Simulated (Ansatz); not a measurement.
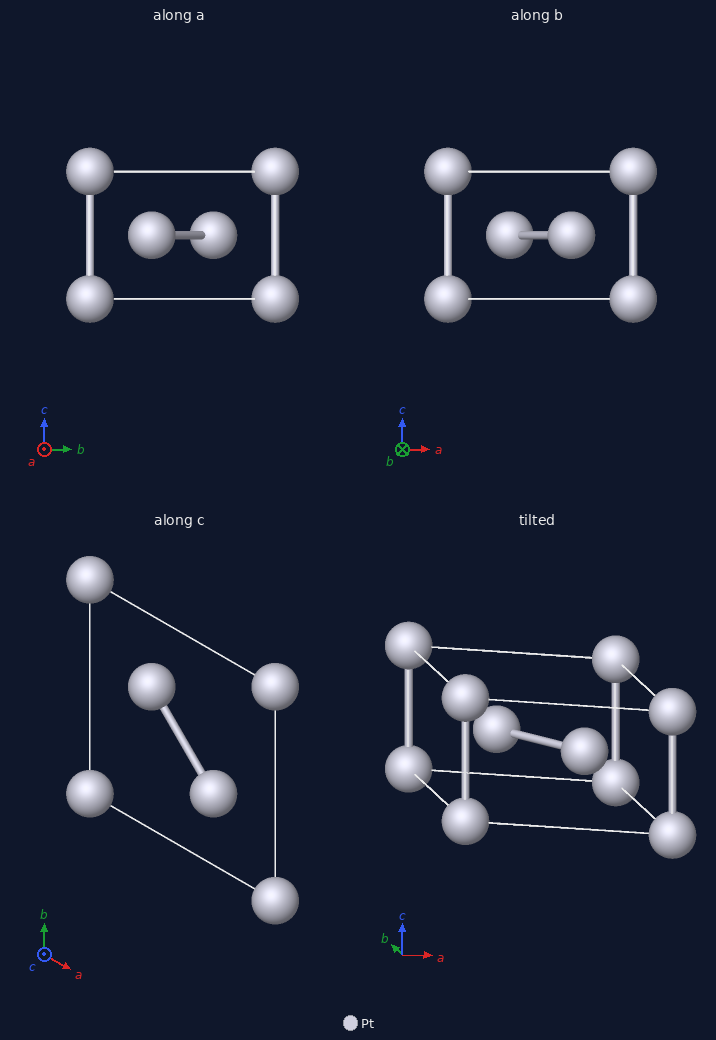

The image is a ball-and-stick drawing of a crystal, viewed along the a axis, along the b axis, along the c axis and slightly off an axis. One conventional unit cell is framed, with atoms on its boundary repeated.

Lattice parameters: a = 4.377 Å, b = 4.377 Å, c = 2.608 Å, α = 90.00°, β = 90.00°, γ = 120.00°. Put a along x and b in the xy plane.

Question: Transcribe the picture into a POSCAR file.

Answer:
```
Pt
1.0
     4.377    0.000    0.000
    -2.189    3.791    0.000
     0.000    0.000    2.608
Pt
3
Direct
  0.0000 0.0000 0.0000
  0.3333 0.6667 0.5000
  0.6667 0.3333 0.5000
```

Provenance: a structure type filled with this element by a generator (whether the element takes this form wasn't checked). Earlier steps of the study may have refined or changed the cell and positions. A calculation with Ansatz used it as input.

At this level of theory the cell isn't at rest (compressed, at 26 GPa), so its distances can differ from those at equilibrium, the more so the softer the solid.
